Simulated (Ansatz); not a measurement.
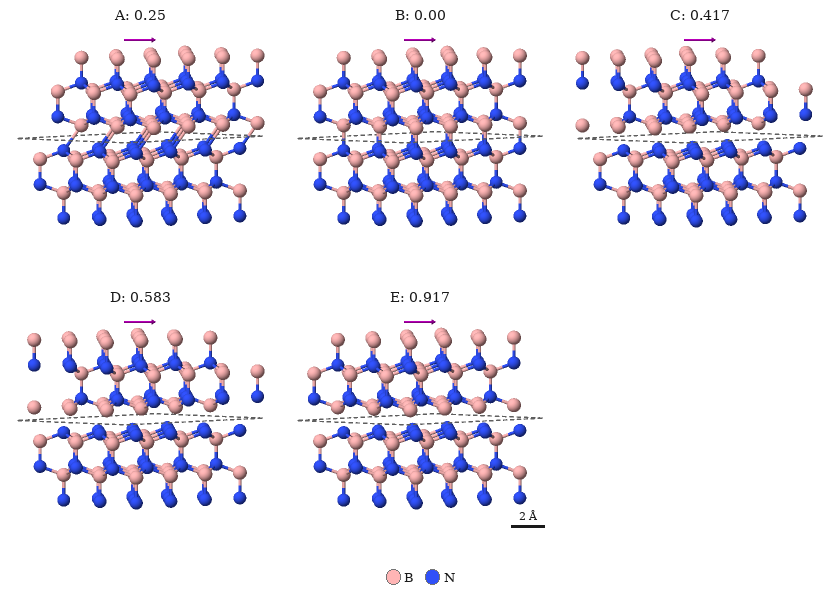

Solid BN (P6_3mc): the crystal above a cut along the (0 0 1) plane of the conventional cell (between a plane of N below and one of B above, 1.58 Å apart) is slid rigidly by fractions of an in-plane lattice vector 4.42 Å long (a generalised stacking fault). One cut stands in each cell, which starts 12.7 Å high; nothing is relaxed, and the dashed outline marks the cut, the arrow on top the direction of slip. Style: ball-and-stick. Shown: the layers on both sides of the cut, from the side, nearly along the cut plane.

Computed with Ansatz, DFT PBE, scalar-relativistic, plane waves, PAW. Settings: plane-wave cutoff 420 eV; k-point mesh 10 × 10 × 2; occupations gaussian; smearing width 0.05 eV; no spin polarisation. Energies (free energies at the smearing named) are counted from the cell as listed in its source, which wasn't relaxed.

### Rank the frames from lowest to highest energy.

Lowest first: B (the slip 0.00, 0 mJ/m²), E (the slip 0.917, 1055 mJ/m²), D (the slip 0.583, 7157 mJ/m²), A (the slip 0.25, 8856 mJ/m²), C (the slip 0.417, 9630 mJ/m²). Over the whole scan: the curve starts and ends at zero, since a full lattice vector restores the crystal. Its highest computed point is 10990 mJ/m² at slip 0.333, which the unstable stacking-fault energy of this rigid path equals or slightly exceeds. No local minimum shows among the points, so there is no metastable fault on this line. The path isn't symmetric about half-way. Relaxation across the fault would lower the values.
